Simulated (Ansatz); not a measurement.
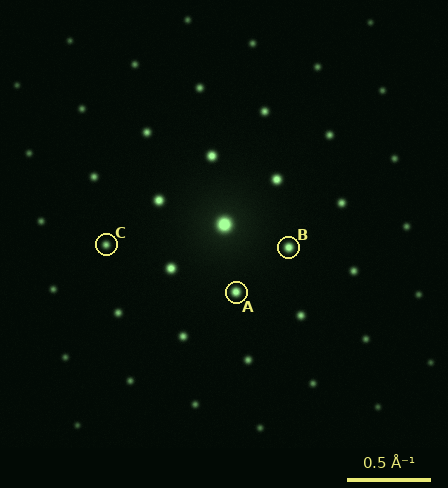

Kinematic zone-axis pattern, calculated for 120 keV electrons with B = 0.8 Å². The zone axis points towards the electron source and the pattern is seen from the source side.

Mo, space group P6/mmm (No. 191), a = 2.77 Å, c = 2.52 Å (hexagonal axes). Structure: the end point of a relaxation with Ansatz 0.2.0, DFT PBE, scalar-relativistic, plane waves, PAW; the starting structure was generated, so it need not be a known form of this composition.

| atom | site | symmetry | x | y | z |
| --- | --- | --- | --- | --- | --- |
| Mo | 1a | 6/mmm | 0.0000 | 0.0000 | 0.0000 |

Spot A is indexed -1 1 0 and spot B -1 0 0.

Give hkl for C.

C = A − 2B = 1 1 0 (d = 1.387 Å).

Which zone axis is this?

The cross product of A and B is parallel to [001]; every spot obeys hu + kv + lw = 0.

What are the spacings of A and B and the angle between them?

d(A) = 2.402 Å, d(B) = 2.402 Å, and the angle is 60.0°.
